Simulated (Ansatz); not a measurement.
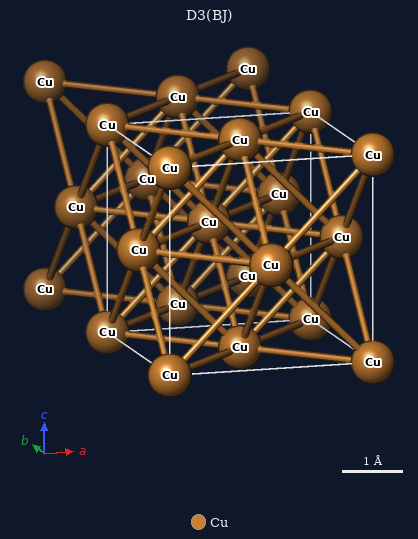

A crystal of Cu (set up in Fm-3m), relaxed (cell and atoms) with several dispersion corrections. The picture shows the result with D3(BJ). A ball-and-stick model of the conventional cell (4 times the calculation's cell), repeated 1 × 2 × 1 with one cell outlined, seen slightly off an axis. Lengths and directions refer to the drawn axes.

Computed with Ansatz 0.2.0: r2SCAN, Ansatz PAW. (plane-wave cutoff 500 eV; k-point mesh 13 × 13 × 13; occupations fermi-dirac; smearing width 0.05 eV; no spin polarisation; cell and atoms relaxed; force threshold 0.01 eV/Å)

```csv
dispersion correction,volume (Å³/atom),a (Å)
D3(BJ),11.158,3.547
none,11.434,3.576
D3(BJ)-ATM,?,?
D4,11.276,3.560
rVV10,11.286,3.561
```

### One row is withheld. What does the calculation give there?

With D3(BJ)-ATM the volume falls between rVV10 (11.286) and none (11.434). The calculation gives 11.303 Å³/atom (a = 3.563 Å). In order of volume: D3(BJ) < D4 < rVV10 < D3(BJ)-ATM < none; the spread is 2.5 %.

Each member starts from this one structure; whether another phase lies lower wasn't checked.
